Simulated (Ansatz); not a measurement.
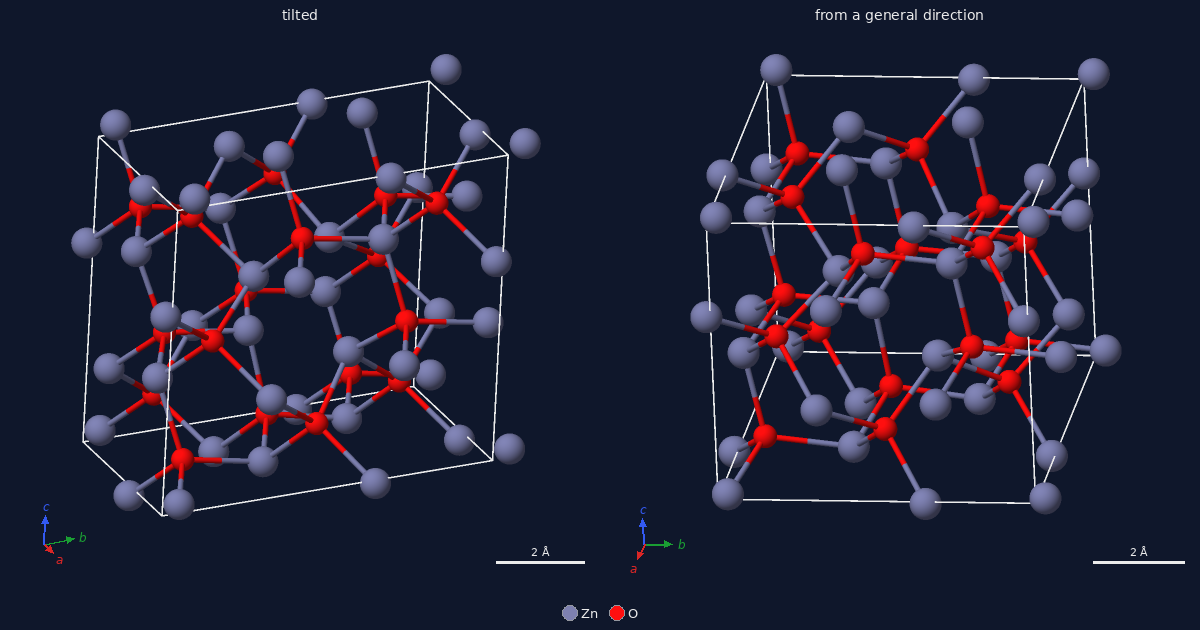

Ball-and-stick drawing of the structure, looking slightly off an axis and from a general direction. One supercell is framed, with atoms on its boundary repeated. The host is ZnO, in a cell of 36 sites, and the cell is neutral.

Q: What kind of defect was put in?

A: An oxygen vacancy. Around the empty site lie four Zn at about 1.7 to 1.8 Å.

Calculation details: DFT PBEsol, scalar-relativistic, plane waves, PAW in Ansatz 0.2.0; plane waves up to 420 eV, the zone sampled with 2×2×2 points, Gaussian smearing of 0.02 eV, collinear spins.

Q: Does the calculation give a net moment?

A: No net moment.

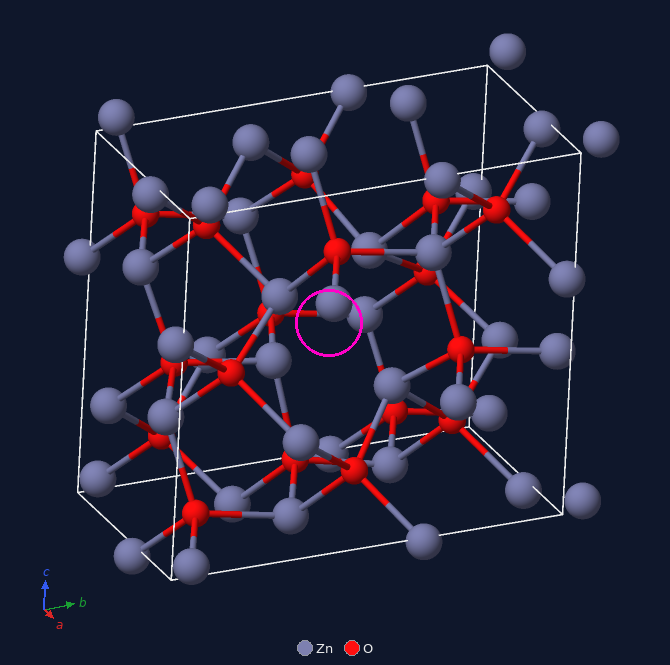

The same cell with a ring at the defect's site.

The atoms were relaxed in the host's cell with DFT PBEsol, scalar-relativistic, plane waves, PAW in Ansatz.
